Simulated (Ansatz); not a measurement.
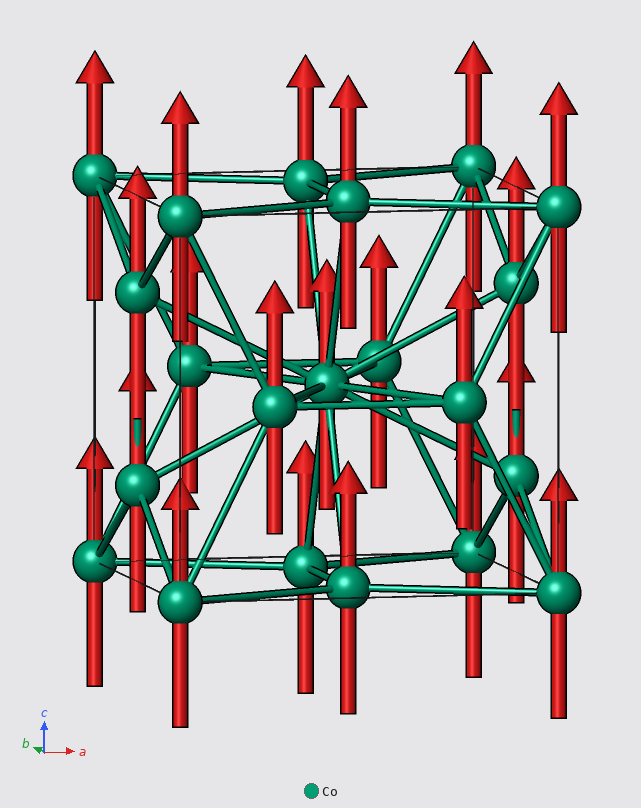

Drawn in the ball-and-stick manner and seen slightly off an axis. The edges of the simulation cell are marked. Arrows are the site magnetic moments above 0.25 μB; longer means larger, and red and blue are up and down (without spin-orbit coupling the axis itself is arbitrary).

This is the state reached for Co. Theory: DFT PBE, scalar-relativistic, plane waves, PAW (Ansatz). Numerical settings: a cutoff energy of 420 eV, k-points on an 8×8×8 grid, Gaussian smearing of 0.1 eV, collinear spins.

**What order do the moments form, and how large are they?**

Ferromagnetic (within this cell). Site moments: 8 Co +1.7 to +1.8 μB. The net spin moment of the whole cell is 13.5 μB, including what lies between the atoms and on sites without an arrow.

The model was built from a textbook structure type filled with this element (whether it is the usual form wasn't checked). The picture shows the end point of a geometry optimisation with DFT PBE, scalar-relativistic, plane waves, PAW in Ansatz.
